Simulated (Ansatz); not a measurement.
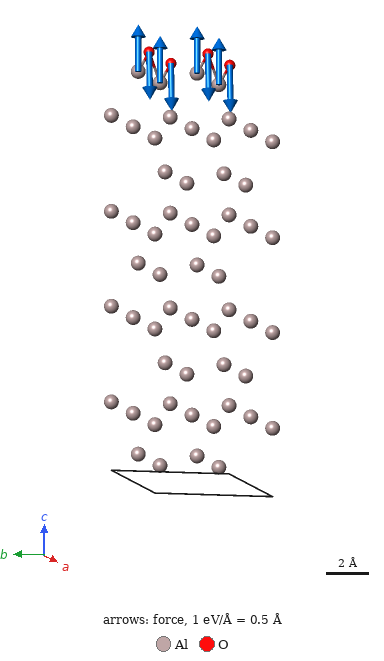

Starting geometry of a slab of composition Al9O (cut from the P6_3/mmc phase) with the computed forces as blue arrows. Style: ball-and-stick. Shown: the 2 × 2 repeat of the cell, outlined in the plane, without the vacuum, from a free direction.

Case: O put at a bridge Al-Al site. The slab is the (0 0 1) face of Al with O on it. 4 atoms are held fixed.

The calculation used DFT PBEsol, scalar-relativistic, plane waves, PAW (Ansatz 0.2.0).

Input file:
```yaml
crystal:
  lattice:
    - [2.8362844918, 0.0, 0.0]
    - [-1.4181422459, 2.4562944222, 0.0]
    - [0.0, 0.0, 37.6442989108]
  atoms:
    - { symbol: Al, position: [0.3333333333, 0.6666666667, 0.2257978033] }
    - { symbol: Al, position: [0.0, 0.0, 0.2877072406] }
    - { symbol: Al, position: [0.6666666667, 0.3333333333, 0.3496166779] }
    - { symbol: Al, position: [0.0, 0.0, 0.4115261153] }
    - { symbol: Al, position: [0.3333333333, 0.6666666667, 0.4729161237] }
    - { symbol: Al, position: [0.0, 0.0, 0.5342805556] }
    - { symbol: Al, position: [0.6666666667, 0.3333333333, 0.5966221375] }
    - { symbol: Al, position: [0.0, 0.0, 0.6583877038] }
    - { symbol: Al, position: [0.3333333333, 0.6666666667, 0.7209215701] }
    - { symbol: O, position: [-0.1666666667, -0.3333333333, 0.7533301959] }
basis:
  ecutwfc: 420
kpoints:
  mp_grid: { grid: [12, 12, 1] }
hamiltonian:
  xc: pbesol
scf:
  occupations: { method: gaussian, width: 0.1 }
output:
  forces: true
  eigenvalues: true
  write_density: true
  write_potential: true
  elf: true
  volumetric_format: npy
relax:
  adjacent_minimum: "off"
  f_tol: 0.03
  max_steps: 70
  constraints: [{ sites: [0, 1, 2, 3] }]
efield:
  axis: 3
  dipole_correction: true
  ramp_width: 0.04
```

Launched with:
```bash
ansatz run input.yaml --threads 1 --pin off --max-ram 2560MiB --backend cpu --events-out ev --progress --plain --runs-dir out
```

Is this structure relaxed? If not, where do the atoms go?

Answer. It isn't relaxed: the largest force vector, on O10, is 4.66 eV/Å. The final displacements follow the starting forces only in part (cosine between the two patterns 0.38). The largest move is that of O10, 0.95 Å at 56° to the normal (−c side). By element the largest moves are O 0.95 Å, Al 0.05 Å. The cell stays as it was. Some distances before and after: Al9–O10 2.743 → 1.791 Å, Al9–O10 (another image) 1.871 → 1.791 Å. New bonds form: Al9–O10 (2.74 → 1.79 Å). Among the angles between lasting bonds that change: Al9–O10–Al9 98.6° → 104.7°, O10–Al9–O10 98.6° → 104.7°. Over 8 geometry steps the energy falls by 1.950 eV per cell of the calculation. Largest force component: 4.7 eV/Å at the start, 0.015 eV/Å at the end.

Limits of the set-up: the cell has an odd number of electrons but was run without spin polarisation; the periodic images lie only 2.8 Å apart, so the values are limited by the cell's size.
